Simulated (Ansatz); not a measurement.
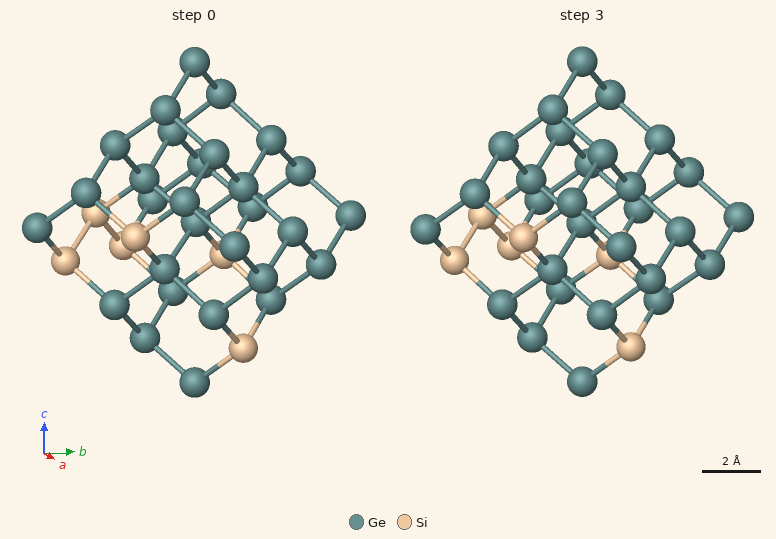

The structure of crystalline Ge$_{56}$Si$_{8}$ (a generated structure, set up in P1) before (left) and after (right) a relaxation, at one scale.

Style: ball-and-stick. Shown: the atoms within 5.8 Å of the atom that moves most (axes of the cell of the calculation), slightly off an axis.

Method: DFT, PBEsol, PAW, plane waves (Ansatz 0.2.0). Settings: plane-wave cutoff 420 eV; k-point mesh 1 × 1 × 1; mesh shifted by (0.25, 0.25, 0.25); no spin polarisation; cell relaxed at fixed shape; force threshold 0.03 eV/Å; at most 80 steps.

Q: What changed between the two?

A: A Ge atom moves most relative to the cell: 0.090 Å along [−1 −2 −1]. By element the largest moves are Ge 0.090 Å, Si 0.088 Å. The volume changes by −0.3 %, with a = b = c 11.288 → 11.278 Å (−0.1 %). Some distances before and after: Si–Si 2.474 → 2.370 Å, Ge–Ge 2.382 → 2.459 Å, Ge–Si 2.487 → 2.417 Å, Ge–Si 2.465 → 2.404 Å. Among the angles between lasting bonds that change: Ge–Ge–Ge 111.1° → 108.2°, Ge–Ge–Si 108.0° → 110.4°, Ge–Ge–Si 107.5° → 109.7°. The space group stays P1 (No. 1). Over 3 geometry steps the energy falls by 0.666 eV per cell of the calculation. Largest force component: 0.92 eV/Å at the start, 0.024 eV/Å at the end. The pressure goes from −0.10 to −0.01 GPa. The run took 6.9 s on 1 × NVIDIA GB300 Max-Q with 8 threads of Arm Neoverse-V2, peak memory 2.2 GiB.
